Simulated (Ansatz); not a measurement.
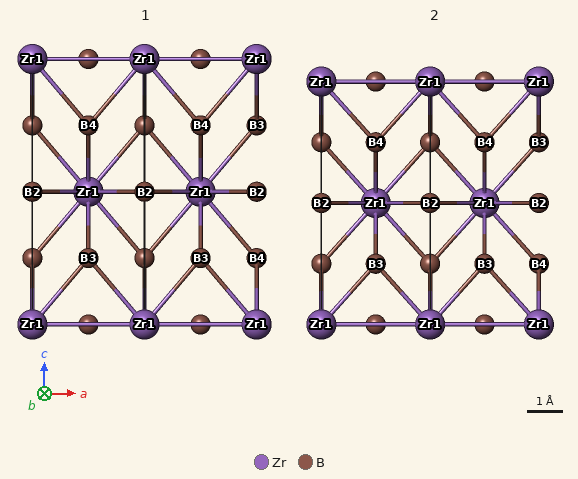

Two geometries of solid ZrB₃ (built on the TiAl3 (D0_22)_139 type) (coarse preliminary run), drawn at one scale. One is the start of a relaxation, the other its converged end. The picture is a ball-and-stick view of the conventional cell (2 times the calculation's cell), repeated 2 × 1 × 1 with one cell outlined, seen along the b axis. Lengths and directions refer to the drawn axes.

All numbers below come from Ansatz, DFT PBE, scalar-relativistic, plane waves, PAW. Set-up: plane-wave cutoff 420 eV; k-point mesh 8 × 8 × 8; occupations gaussian; smearing width 0.1 eV; no spin polarisation; cell and atoms relaxed; force threshold 0.04 eV/Å; at most 70 steps.

### Which geometry has the lower energy?

Structure 1 is the relaxed one. Case: TiAl3 (D0_22) type (I4/mmm, No. 139). Over 4 accepted moves (6 points after the start) the energy falls by 161 meV per atom. All forces vanish by symmetry, so only the cell relaxes. Pressure: 36.82 GPa at the start and 0.00 GPa at the end. At 2 points the geometry stayed and the basis and grid were re-selected for the new cell (energy shift of 2.9 meV per atom at most each time). No atom moves by more than 0.005 Å relative to the cell. The volume changes by +16.2 %, with a = b 3.177 → 3.276 Å (+3.1 %), c 7.097 → 7.755 Å (+9.3 %). Near-neighbour distances that change, for instance: Zr1–B3 2.382 → 2.538 Å, Zr1–Zr1 3.177 → 3.276 Å, Zr1–B2 2.247 → 2.316 Å. Among the angles between lasting bonds that change: Zr1–B4–Zr1 83.7° → 80.4°. The space group stays I4/mmm (No. 139).
